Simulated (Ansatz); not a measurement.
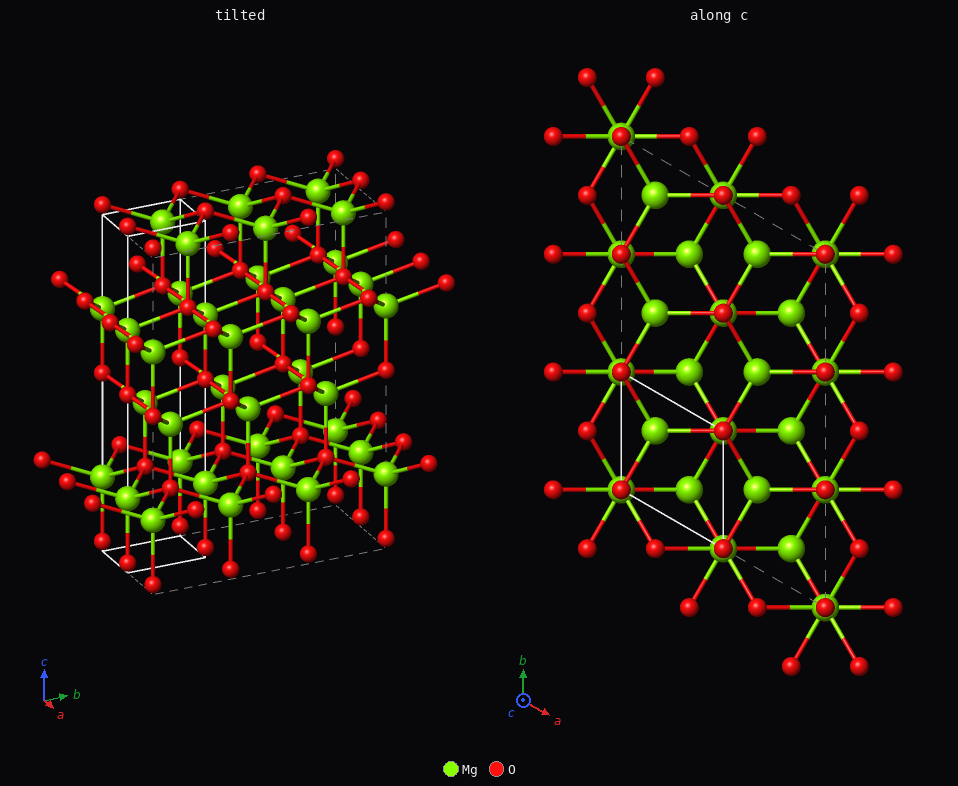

Drawn in the ball-and-stick manner and seen slightly off an axis and along the c axis. The picture spans 2×3×1 cells, one conventional unit cell being drawn with solid lines. A few atoms beyond the faces are included. Cell: a = 3.280 Å, b = 3.280 Å, c = 10.513 Å, α = 90.00°, β = 90.00°, γ = 120.00°.

The compound is MgO. The structure has P6_3mc (No. 186) symmetry and a primitive hexagonal lattice. Content of the cell: 4 Mg, 4 O (Z = 4). The Mg atoms are each bonded to four O in a tetrahedral arrangement at about 2.0 Å. O is linked to four Mg in a tetrahedral arrangement at about 2.0 Å. The bonds build a three-dimensional framework.

It derives from a structure listed in the Materials Project. A relaxation with DFT PBE, scalar-relativistic, plane waves, PAW (Ansatz) gave the geometry drawn.
